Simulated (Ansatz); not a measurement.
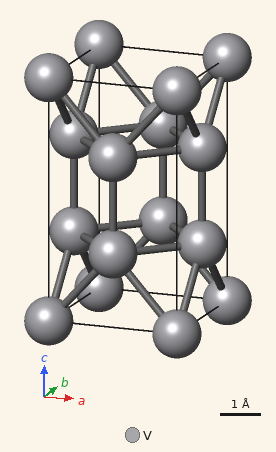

This is the input geometry for a relaxation of a crystal of V (built on the K_65 type). The picture is a ball-and-stick view of the cell of the calculation, seen slightly off an axis.

Case: K type (Cmmm, No. 65).

Computed with DFT PBE, scalar-relativistic, plane waves, PAW (Ansatz 0.2.0).

Input file:
```yaml
crystal:
  lattice:
    - [3.4677044522, 0.0, 0.0]
    - [0.0, 3.4677044522, 0.0]
    - [0.0, 0.0, 6.3414750369]
  atoms:
    - { symbol: V, position: [0.5, 0.0, 0.3019384233] }
    - { symbol: V, position: [0.0, 0.5, 0.6980615767] }
    - { symbol: V, position: [0.0, 0.5, 0.3019384233] }
    - { symbol: V, position: [0.5, 0.0, 0.6980615767] }
    - { symbol: V, position: [0.0, 0.0, 0.0] }
basis:
  ecutwfc: 420
kpoints:
  mp_grid: { grid: [12, 12, 6] }
hamiltonian:
  xc: pbe
scf:
  occupations: { method: gaussian, width: 0.1 }
output:
  forces: true
  stress: true
  eigenvalues: true
relax:
  adjacent_minimum: "off"
  f_tol: 0.01
  max_steps: 80
  cell: { stress_tol: 0.05 }
```

> What does the optimiser find from here?

After 4 accepted moves (5 points after the start) the energy has fallen by 0.4 meV per atom. The largest force component goes from 0.00062 to under 0.0001 eV/Å. Pressure: 0.17 GPa at the start and 0.00 GPa at the end. The SCF was repeated once at an unchanged geometry on a basis and grid sized afresh for the cell, which shifted the energy by less than 0.05 meV per atom at most. No atom moves by more than 0.005 Å relative to the cell. Cell: a = b 3.468 → 3.456 Å (−0.3 %), c 6.341 → 6.391 Å (+0.8 %). Volume +0.1 %. Near-neighbour distances that change, for instance: V1–V4 2.512 → 2.528 Å, V1–V5 2.583 → 2.591 Å, V1–V3 2.452 → 2.444 Å. The space group stays P4/mmm (No. 123). The run took roughly 2.2 core-minutes on a shared host.

The structure at the end:

```
V
1.0
     3.45632    0.00000    0.00000
     0.00000    3.45632    0.00000
     0.00000    0.00000    6.39051
V
5
Cartesian
  1.7282 3.4563 1.9311
  3.4563 1.7282 4.4594
  3.4563 1.7282 1.9311
  1.7282 3.4563 4.4594
  0.0000 0.0000 0.0000
```
